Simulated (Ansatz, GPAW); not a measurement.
# Screening of a field by Y2NOS MXene monolayer, part 2 of 3

How does Y2NOS MXene monolayer screen a perpendicular field?

GPAW 26.7.0 and Ansatz 0.2.0; Ansatz plane waves; layer without images along its normal, relaxation of atoms and in-plane cell (the session's first sound run).

So far. Step 2 (Relaxing the atoms): The relaxation lowered the energy of the cell by 1.69 eV.

### 3. The slab's potential

With the geometry fixed, the planar mean of the potential gives the vacuum level on each side.

This step: GPAW, PAW setups; slab in vacuum (GPAW 26.7.0).

The cell differs from the one that the last finished run ended in (c 35.694 → 23.545 Å).

run.py reads:

```python
import json
import numpy as np
from ase import Atoms
from gpaw import GPAW, PW

slab = Atoms(
    ['S', 'Y', 'N', 'Y', 'O'],
    positions=[
        [-0.00000, 2.04106, 9.00000],
        [1.76761, 1.02053, 10.95604],
        [0.00000, -0.00000, 12.09903],
        [-0.00000, 2.04106, 13.82659],
        [1.76761, 1.02053, 14.54481]],
    cell=[[3.53522, 0.0, -0.0], [-1.76761, 3.06159, -0.0], [-0.0, -0.0, 23.5448]],
    pbc=[True, True, False],
    magmoms=[0.0, 1.0, 0.0, 1.0, 0.0])

slab.calc = GPAW(mode=PW(500), xc='PBE', kpts={'size': (9, 9, 1), 'gamma': True},
                 occupations={'name': 'fermi-dirac', 'width': 0.05}, nbands='160%',
                 convergence={'density': 1e-05}, maxiter=200,
                 poissonsolver={'dipolelayer': 'xy'},
                 symmetry={'tolerance': 1e-3}, txt='slab.txt')
result = {}
energy = slab.get_potential_energy()
fermi = slab.calc.get_fermi_level()
v = slab.calc.get_electrostatic_potential().mean((0, 1)) - fermi
n = slab.calc.get_pseudo_density().mean((0, 1))
L = slab.cell[2, 2]
z = np.arange(len(v)) * L / len(v)
low, high = slab.positions[:, 2].min(), slab.positions[:, 2].max()
below, above = np.interp([low - 6.8, high + 6.8], z, v)
slopes = [np.interp(x, z, np.gradient(v, z)) for x in (low - 6.8, high + 6.8)]
eps = np.array([[slab.calc.get_eigenvalues(k, s) for k in range(len(slab.calc.get_ibz_k_points()))]
                for s in range(slab.calc.get_number_of_spins())]) - fermi
top, bottom = eps[eps < 0].max(), eps[eps > 0].min()
dipole = slab.get_dipole_moment()[2]
print(f'energy {energy:.4f} eV, Fermi level {fermi:.4f} eV, dipole {dipole:.5f} e A')
print(f'potential 6.8 A off the faces, from the Fermi level: lower {below:.4f} eV, upper {above:.4f} eV')
print(f'slope of the potential there: lower {slopes[0]:.5f}, upper {slopes[1]:.5f} eV/A')
print(f'nearest levels on the mesh: {top:.4f} and {bottom:.4f} eV')
print('magnetic moment', round(slab.get_magnetic_moment(), 3))
result.update(energy=energy, fermi=fermi, dipole=dipole, below=below, above=above, slopes=slopes, edges=[top, bottom],
              z=z.tolist(), v=v.tolist(), n=n.tolist(), positions=slab.positions.tolist(),
              forces=slab.get_forces(apply_constraint=False).tolist(), moments=slab.get_magnetic_moments().tolist())
json.dump(result, open('result.json', 'w'))
```

Command:

```bash
$ OMP_NUM_THREADS=1 OPENBLAS_NUM_THREADS=1 python run.py
```

The program printed:

```text
energy -35.7022 eV, Fermi level -2.4709 eV, dipole 0.07990 e A
potential 6.8 A off the faces, from the Fermi level: lower 7.2897 eV, upper 5.9494 eV
slope of the potential there: lower -0.00058, upper 0.00031 eV/A
nearest levels on the mesh: -0.0536 and 0.0825 eV
magnetic moment 0.0
```

Wall time 76 s (1 thread of AMD EPYC 9R14 (Zen 4), shared host); peak memory 0.38 GiB.

Numbers from this step:

```yaml
dipole_along_the_normal: 0.07990 e·Å
levels_nearest_the_fermi_level_on_the_mesh: -0.05362, 0.08245 eV from the Fermi level
upper_work_function: 5.949 eV
lower_work_function: 7.290 eV
sum_of_the_site_moments: 0 μB
```

The electrostatic potential energy of an electron (without an applied field's), less the Fermi level, planar mean oscillates, so the rows of the table below give means over windows of 2 Å about each position, cut where the curve ends. Its maxima inside the range that stand out by 2 % of the span (Å: eV): 0.6: 7.29, 9.8: -0.178, 11.8: -5.58, 12.7: 0.378. Its minima: 9.0: -12.9, 10.9: -16.6, 12.1: -8.05, 13.8: -16.7.

Electrostatic potential energy of an electron (without an applied field's), less the Fermi level, planar mean against z; means over each step:

```
z (Å)  electrostatic potential energy of an electron (without an applied field's), less the Fermi level, planar mean (eV)
    0                                                                                                                7.16
    2                                                                                                                7.29
    4                                                                                                                7.29
    6                                                                                                                7.28
    8                                                                                                                2.18
   10                                                                                                               -6.88
   12                                                                                                               -6.05
   14                                                                                                               -10.3
   16                                                                                                                5.13
   18                                                                                                                5.95
   20                                                                                                                5.95
   22                                                                                                                5.95
```

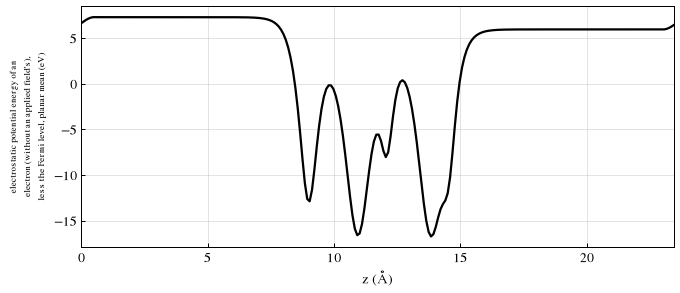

Electrostatic potential energy of an electron (without an applied field's), less the Fermi level, planar mean, plotted against z.

The pseudo valence density, planar mean oscillates, so the rows of the table below give means over windows of 1 Å about each position, cut where the curve ends. Its maxima inside the range that stand out by 2 % of the span (Å: e/Å³): 8.7: 0.334, 9.4: 0.355, 10.9: 0.853, 11.9: 0.555, 13.9: 0.964. Its minima: 9.0: 0.303, 10.0: 0.229, 11.7: 0.528, 12.8: 0.240.

The pseudo valence density, planar mean by z; means over each step:

```
z (Å)  pseudo valence density, planar mean (e/Å³)
    5                                      1.2e-5
    6                                      2.8e-4
    7                                     0.00660
    8                                       0.122
    9                                       0.326
   10                                       0.296
   11                                       0.697
   12                                       0.514
   13                                       0.340
   14                                       0.880
   15                                       0.402
   16                                      0.0186
   17                                      7.9e-4
   18                                      3.7e-5
```

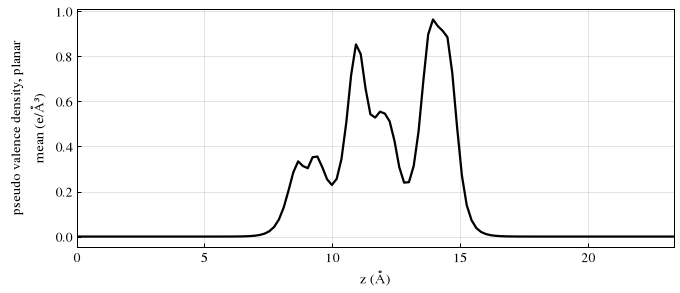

Pseudo valence density, planar mean, plotted against z.

Force by atom:

```
atom  x (eV/Å)  y (eV/Å)  z (eV/Å)   size
  S1     0.000     0.000     0.023  0.023
  Y2     0.000     0.000     0.000  0.000
  N3     0.000     0.000    -0.063  0.063
  Y4     0.000     0.000     0.047  0.047
  O5     0.000     0.000    -0.148  0.148
```

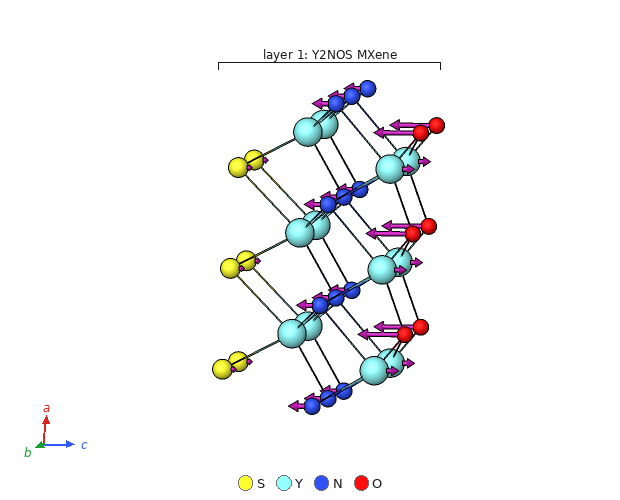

Force as arrows, the longest 0.148 eV/Å. 3×2×1 cells are drawn. Some periodic images of atoms are drawn too.

The potential is flat to 5.8e-4 eV/Å where it is read, so the vacuum is wide enough. The geometry is the other program's minimum; here the largest force on a free atom is 0.15 eV/Å.

### 4. Field on

A uniform field along the normal polarises the slab; the atoms stay fixed, so this is the electronic response alone.

Changes to run.py since step 3:

```diff
@@ -4,2 +4,3 @@
 from gpaw import GPAW, PW
+from gpaw.external import ConstantElectricField
 
@@ -21,2 +22,3 @@
                  poissonsolver={'dipolelayer': 'xy'},
+                 external=ConstantElectricField(-0.2, [0, 0, 1]),
                  symmetry={'tolerance': 1e-3}, txt='slab.txt')
```

The program printed:

```text
energy -35.6945 eV, Fermi level -2.4146 eV, dipole -0.00055 e A
potential 6.8 A off the faces, from the Fermi level: lower 6.5487 eV, upper 6.5584 eV
slope of the potential there: lower -0.00059, upper 0.00031 eV/A
nearest levels on the mesh: -0.0520 and 0.0829 eV
magnetic moment 0.0
```

Elapsed: 3.4 min, on 1 thread; peak memory 0.66 GiB.

This step gave:

* dipole along the normal: -5.49e-4 e·Å
* levels nearest the Fermi level on the mesh: -0.05198, 0.08290 eV from the Fermi level
* potential below the slab, the applied field's own ramp left out: 6.549 eV from the Fermi level
* potential above the slab, the applied field's own ramp left out: 6.558 eV from the Fermi level

The electrostatic potential energy of an electron (without an applied field's), less the Fermi level, planar mean oscillates, so the rows of the table below give means over windows of 2 Å about each position, cut where the curve ends. Its maxima inside the range that stand out by 2 % of the span (Å: eV): 9.9: -0.573, 11.8: -5.59, 12.7: 0.533. Its minima: 9.0: -13.4, 10.9: -16.8, 12.1: -8.01, 13.8: -16.4.

Electrostatic potential energy of an electron (without an applied field's), less the Fermi level, planar mean against z; means over each step:

```
z (Å)  electrostatic potential energy of an electron (without an applied field's), less the Fermi level, planar mean (eV)
    0                                                                                                                6.55
    2                                                                                                                6.55
    4                                                                                                                6.55
    6                                                                                                                6.54
    8                                                                                                                1.51
   10                                                                                                               -7.23
   12                                                                                                               -6.03
   14                                                                                                               -9.90
   16                                                                                                                5.71
   18                                                                                                                6.55
   20                                                                                                                6.56
   22                                                                                                                6.56
```

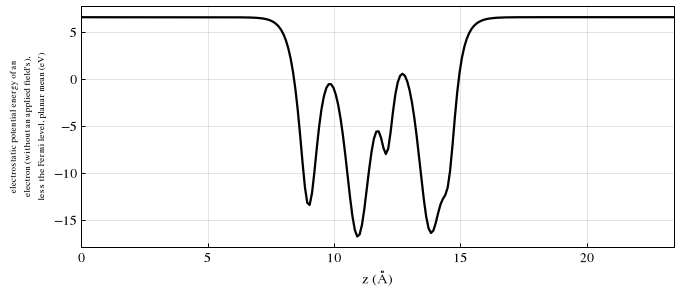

Electrostatic potential energy of an electron (without an applied field's), less the Fermi level, planar mean, plotted against z.

Force by atom:

```
atom  x (eV/Å)  y (eV/Å)  z (eV/Å)    size
  S1    0.0000    0.0000    0.0187  0.0187
  Y2    0.0000    0.0000   -0.0227  0.0227
  N3    0.0000    0.0000   -0.0003  0.0003
  Y4   -0.0001    0.0001   -0.0820  0.0820
  O5   -0.0002    0.0000   -0.0525  0.0525
```

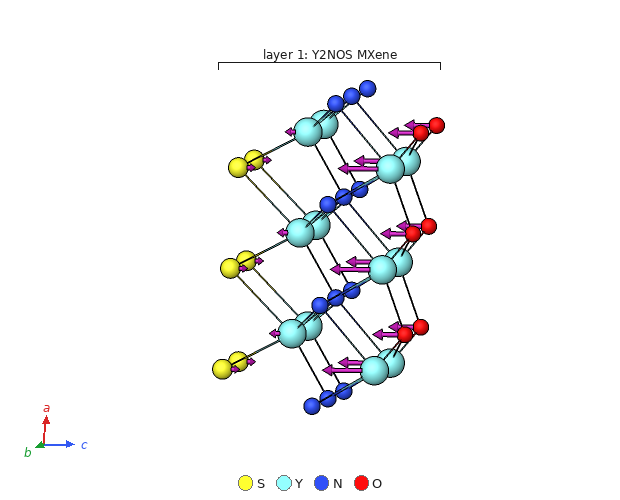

Force as arrows, the longest 0.0820 eV/Å. 3×2×1 cells are drawn. Some periodic images of atoms are drawn too.

The dipole is now -5.5e-4 e Å, against 0.080 in the run without a field.

### 5. Field on

Changes to run.py since step 4:

```diff
@@ -22,3 +22,3 @@
                  poissonsolver={'dipolelayer': 'xy'},
-                 external=ConstantElectricField(-0.2, [0, 0, 1]),
+                 external=ConstantElectricField(-0.1, [0, 0, 1]),
                  symmetry={'tolerance': 1e-3}, txt='slab.txt')
```

The program printed:

```text
energy -35.6964 eV, Fermi level -2.4424 eV, dipole 0.03986 e A
potential 6.8 A off the faces, from the Fermi level: lower 6.9189 eV, upper 6.2531 eV
slope of the potential there: lower -0.00059, upper 0.00031 eV/A
nearest levels on the mesh: -0.0528 and 0.0828 eV
magnetic moment 0.0
```

Elapsed: 3.4 min, on 1 thread; peak memory 0.66 GiB.

This step gave:

| Property | Result |
| --- | --- |
| dipole along the normal | 0.03986 e·Å |
| levels nearest the Fermi level on the mesh | -0.05277, 0.08276 eV from the Fermi level |
| potential below the slab, the applied field's own ramp left out | 6.919 eV from the Fermi level |
| potential above the slab, the applied field's own ramp left out | 6.253 eV from the Fermi level |

The electrostatic potential energy of an electron (without an applied field's), less the Fermi level, planar mean oscillates, so the rows of the table below give means over windows of 2.5 Å about each position, cut where the curve ends. Its maxima inside the range that stand out by 2 % of the span (Å: eV): 9.8: -0.376, 11.8: -5.59, 12.7: 0.455. Its minima: 9.0: -13.2, 10.9: -16.7, 12.1: -8.03, 13.8: -16.6.

The electrostatic potential energy of an electron (without an applied field's), less the Fermi level, planar mean by z; means over each step:

```
z (Å)  electrostatic potential energy of an electron (without an applied field's), less the Fermi level, planar mean (eV)
  0.0                                                                                                                6.87
  2.5                                                                                                                6.92
  5.0                                                                                                                6.92
  7.5                                                                                                                4.67
 10.0                                                                                                               -8.27
 12.5                                                                                                               -5.94
 15.0                                                                                                               -2.99
 17.5                                                                                                                6.24
 20.0                                                                                                                6.25
 22.5                                                                                                                6.27
```

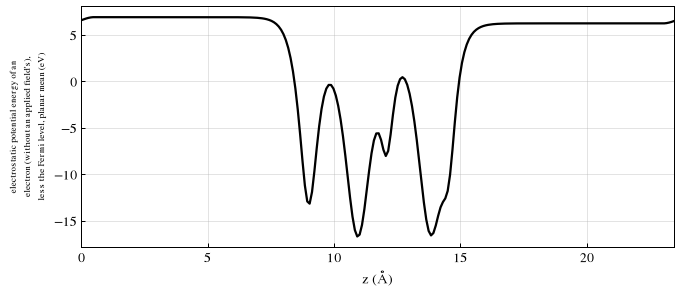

Electrostatic potential energy of an electron (without an applied field's), less the Fermi level, planar mean, plotted against z.

Force by atom:

```
atom  x (eV/Å)  y (eV/Å)  z (eV/Å)   size
  S1     0.000     0.000     0.021  0.021
  Y2     0.000     0.000    -0.012  0.012
  N3     0.000     0.000    -0.031  0.031
  Y4     0.000     0.000    -0.017  0.017
  O5     0.000     0.000    -0.100  0.100
```

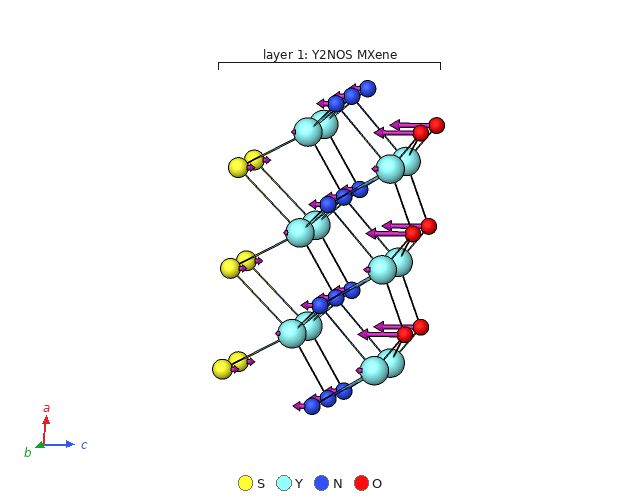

Force as arrows, the longest 0.100 eV/Å. 3×2×1 cells are drawn. Some periodic images of atoms are drawn too.

The dipole is now 0.0399 e Å, against 0.080 in the run without a field.

### 6. In a field

Changes to run.py since step 5:

```diff
@@ -22,3 +22,3 @@
                  poissonsolver={'dipolelayer': 'xy'},
-                 external=ConstantElectricField(-0.1, [0, 0, 1]),
+                 external=ConstantElectricField(-0.05, [0, 0, 1]),
                  symmetry={'tolerance': 1e-3}, txt='slab.txt')
```

The program printed:

```text
energy -35.6988 eV, Fermi level -2.4568 eV, dipole 0.05999 e A
potential 6.8 A off the faces, from the Fermi level: lower 7.1041 eV, upper 6.1017 eV
slope of the potential there: lower -0.00058, upper 0.00031 eV/A
nearest levels on the mesh: -0.0532 and 0.0826 eV
magnetic moment 0.0
```

Elapsed: 3.5 min, on 1 thread; peak memory 0.66 GiB.

### 7. In a field

Changes to run.py since step 6:

```diff
@@ -22,3 +22,3 @@
                  poissonsolver={'dipolelayer': 'xy'},
-                 external=ConstantElectricField(-0.05, [0, 0, 1]),
+                 external=ConstantElectricField(0.05, [0, 0, 1]),
                  symmetry={'tolerance': 1e-3}, txt='slab.txt')
```

The program printed:

```text
energy -35.7067 eV, Fermi level -2.4853 eV, dipole 0.10039 e A
potential 6.8 A off the faces, from the Fermi level: lower 7.4754 eV, upper 5.7977 eV
slope of the potential there: lower -0.00058, upper 0.00031 eV/A
nearest levels on the mesh: -0.0541 and 0.0823 eV
magnetic moment 0.0
```

It took 3.5 min on 1 thread; peak memory 0.65 GiB.

The electrostatic potential energy of an electron (without an applied field's), less the Fermi level, planar mean oscillates, so the rows of the table below give means over windows of 2 Å about each position, cut where the curve ends. Its maxima inside the range that stand out by 2 % of the span (Å: eV): 0.6: 7.48, 9.8: -0.0791, 11.8: -5.58, 12.7: 0.339. Its minima: 9.0: -12.8, 10.9: -16.6, 12.1: -8.06, 13.8: -16.8.

The electrostatic potential energy of an electron (without an applied field's), less the Fermi level, planar mean by z; means over each step:

```
z (Å)  electrostatic potential energy of an electron (without an applied field's), less the Fermi level, planar mean (eV)
    0                                                                                                                7.32
    2                                                                                                                7.48
    4                                                                                                                7.47
    6                                                                                                                7.46
    8                                                                                                                2.35
   10                                                                                                               -6.79
   12                                                                                                               -6.06
   14                                                                                                               -10.3
   16                                                                                                                4.98
   18                                                                                                                5.79
   20                                                                                                                5.80
   22                                                                                                                5.80
```

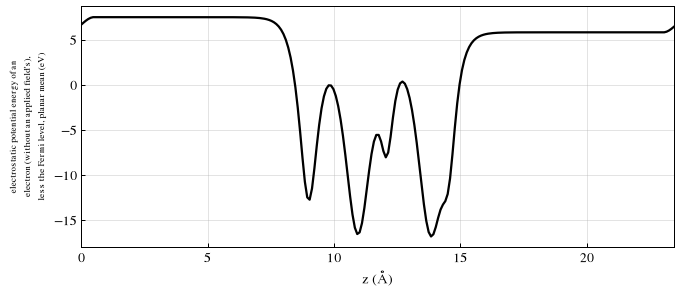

Electrostatic potential energy of an electron (without an applied field's), less the Fermi level, planar mean against z.

### 8. In a field

Changes to run.py since step 7:

```diff
@@ -22,3 +22,3 @@
                  poissonsolver={'dipolelayer': 'xy'},
-                 external=ConstantElectricField(0.05, [0, 0, 1]),
+                 external=ConstantElectricField(0.1, [0, 0, 1]),
                  symmetry={'tolerance': 1e-3}, txt='slab.txt')
```

The program printed:

```text
energy -35.7122 eV, Fermi level -2.4996 eV, dipole 0.12059 e A
potential 6.8 A off the faces, from the Fermi level: lower 7.6613 eV, upper 5.6458 eV
slope of the potential there: lower -0.00058, upper 0.00031 eV/A
nearest levels on the mesh: -0.0545 and 0.0821 eV
magnetic moment 0.0
```

Elapsed: 3.5 min, on 1 thread; peak memory 0.66 GiB.

The dipole is now 0.121 e Å, against 0.080 in the run without a field.

### 9. In a field

Changes to run.py since step 8:

```diff
@@ -22,3 +22,3 @@
                  poissonsolver={'dipolelayer': 'xy'},
-                 external=ConstantElectricField(0.1, [0, 0, 1]),
+                 external=ConstantElectricField(0.2, [0, 0, 1]),
                  symmetry={'tolerance': 1e-3}, txt='slab.txt')
```

The program printed:

```text
energy -35.7261 eV, Fermi level -2.5284 eV, dipole 0.16104 e A
potential 6.8 A off the faces, from the Fermi level: lower 8.0339 eV, upper 5.3422 eV
slope of the potential there: lower -0.00058, upper 0.00031 eV/A
nearest levels on the mesh: -0.0555 and 0.0816 eV
magnetic moment 0.0
```

Wall time 3.6 min (1 thread); peak memory 0.66 GiB.

The dipole is now 0.161 e Å, against 0.080 in the run without a field.

(Part 2 of 3 ends here.)

[Logs are printed without paths, hosts, clocks, repeated set-up lines and the standing remarks that a program may print on its own settings, such as how far it seeks lower states.]

[Hosts, paths, dates, database ids (printed as entryN), source tags and the programs' standing remarks are cut or masked in the printed files.]
